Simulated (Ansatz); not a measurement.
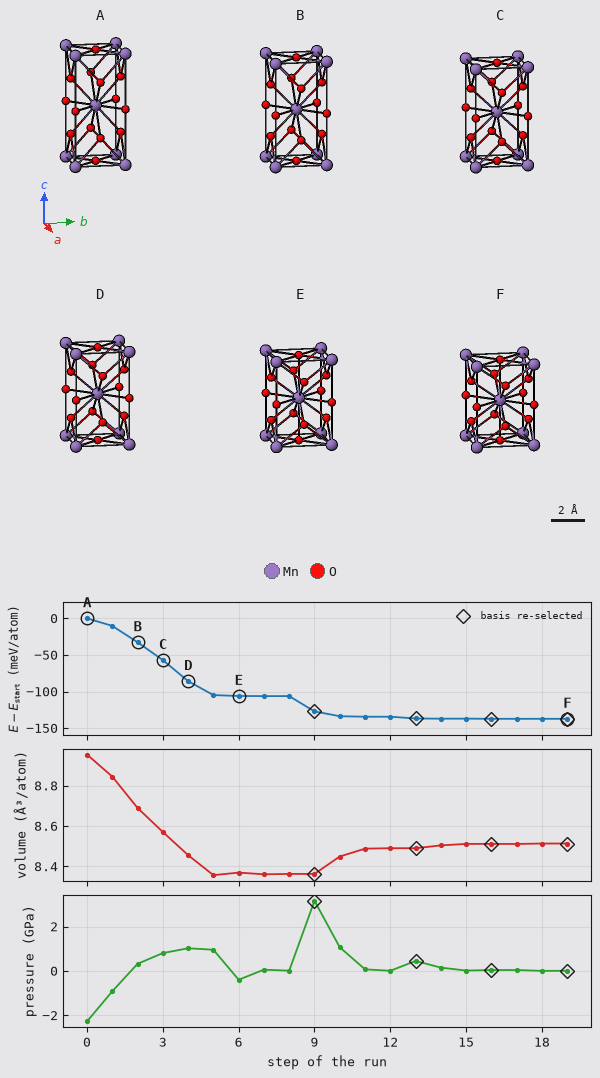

Frames of a relaxation of a crystal of MnO$_{3}$ (built on the TiAl3 (D0_22)_139 type), marked on the history of the run. Style: ball-and-stick. Shown: the conventional cell (2 times the calculation's cell), slightly off an axis. Lengths and directions refer to the drawn axes.

Case: TiAl3 (D0_22) type (I4/mmm, No. 139).

Level of theory: DFT PBE, scalar-relativistic, plane waves, PAW (Ansatz 0.2.0). Settings: plane-wave cutoff 420 eV; k-point mesh 20 × 20 × 20; occupations gaussian; smearing width 0.1 eV; collinear spin; cell and atoms relaxed; force threshold 0.01 eV/Å; at most 80 steps.

**Describe the path.**

Over 15 accepted moves (19 points after the start) the energy falls by 137 meV per atom. All forces vanish by symmetry, so only the cell relaxes. Pressure: −2.28 GPa at the start and 0.01 GPa at the end. At 4 points the geometry stayed and the basis and grid were re-selected for the new cell (energy shift of 20.9 meV per atom at most each time). No atom moves by more than 0.005 Å relative to the cell. Cell: a = b 3.177 → 3.637 Å (+14.5 %), c 7.097 → 5.150 Å (−27.4 %). Volume −4.9 %. Near-neighbour distances that change, for instance: Mn–O 3.548 → 2.575 Å, Mn–O 2.247 → 2.571 Å, Mn–O 2.381 → 2.228 Å. Among the angles between lasting bonds that change: Mn–O–Mn 83.7° → 109.4°, Mn–O–Mn 123.7° → 109.5°. The space group (tolerance 0.01 Å) goes from I4/mmm (No. 139) to Fm-3m (No. 225). The run took 27 min on 1 thread of Arm Neoverse V1, with other jobs on the host, peak memory 1.3 GiB. From step 0 to 2: volume −3.0 %, energy −32.7 meV per atom. From step 2 to 3: volume −1.4 %, energy −24.4 meV per atom. From step 3 to 4: volume −1.3 %, energy −28.7 meV per atom. From step 4 to 6: volume −1.0 %, energy −20.3 meV per atom. From step 6 to 19: volume +1.7 %, energy −31.2 meV per atom.

```tsv
step	E − E(0), meV/atom	pressure, GPa	volume, Å³/atom	note
0	0.00	-2.28	8.954	
1	-10.34	-0.92	8.845	
2	-32.72	0.32	8.689	
3	-57.10	0.80	8.571	
4	-85.79	1.02	8.456	
5	-104.86	0.95	8.357	
6	-106.08	-0.40	8.369	
7	-106.28	0.06	8.361	
8	-106.27	0.01	8.363	
9	-127.16	3.16	8.363	same geometry, new basis
10	-133.74	1.06	8.449	
11	-134.44	0.07	8.488	
12	-134.43	0.01	8.490	
13	-136.82	0.45	8.490	same geometry, new basis
14	-137.10	0.15	8.504	
15	-137.05	0.02	8.512	
16	-137.28	0.04	8.512	same geometry, new basis
17	-137.30	0.04	8.511	
18	-137.28	0.00	8.513	
19	-137.30	0.01	8.513	same geometry, new basis
```
